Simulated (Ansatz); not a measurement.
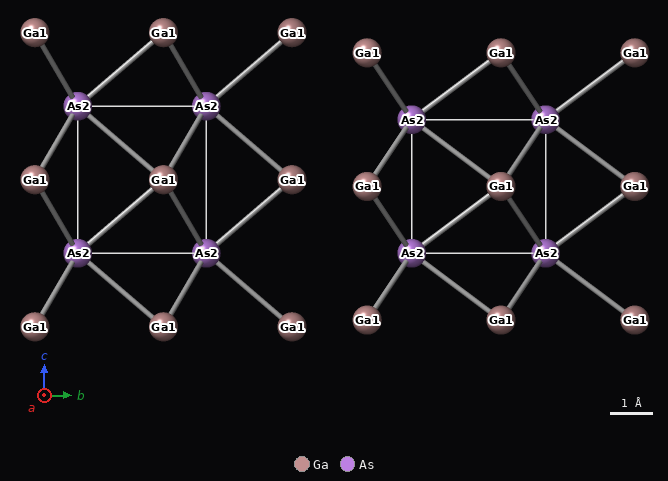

Two geometries of crystalline GaAs (a generated structure, set up in P-6m2), drawn at one scale. One is the start of a relaxation, the other its converged end. The picture is a ball-and-stick view of the cell of the calculation, seen along the a axis.

All numbers below come from Kohn-Sham DFT of a periodic cell, PBE0, Ansatz PAW in Ansatz 0.2.0. Settings: plane-wave cutoff 420 eV; k-point mesh 5 × 5 × 4; occupations fermi-dirac; smearing width 0.05 eV; no spin polarisation; cell and atoms relaxed; force threshold 0.01 eV/Å; at most 40 steps.

Which geometry has the lower energy?

Answer. The right one is the relaxed one. The run lets cell and atoms move. Over 4 accepted moves (5 points after the start) the energy falls by 99.2 meV per atom. All forces vanish by symmetry, so only the cell relaxes. Pressure: −2.81 GPa at the start and 0.00 GPa at the end. The SCF was repeated once at an unchanged geometry on a basis and grid sized afresh for the cell, which shifted the energy by 0.2 meV per atom at most. No atom moves by more than 0.005 Å relative to the cell. The volume changes by −1.5 %, with a = b 3.606 → 3.754 Å (+4.1 %), c 3.573 → 3.246 Å (−9.2 %). Some distances before and after: As2–As2 3.573 → 3.246 Å, Ga1–As2 2.744 → 2.708 Å. Among the angles between lasting bonds that change: Ga1–As2–Ga1 81.3° → 73.6°, As2–Ga1–As2 81.3° → 73.6°, As2–Ga1–As2 82.2° → 87.8°. The space group stays P-6m2 (No. 187).

Limits of the set-up: the k-point mesh is coarse for a cell with partly filled bands.
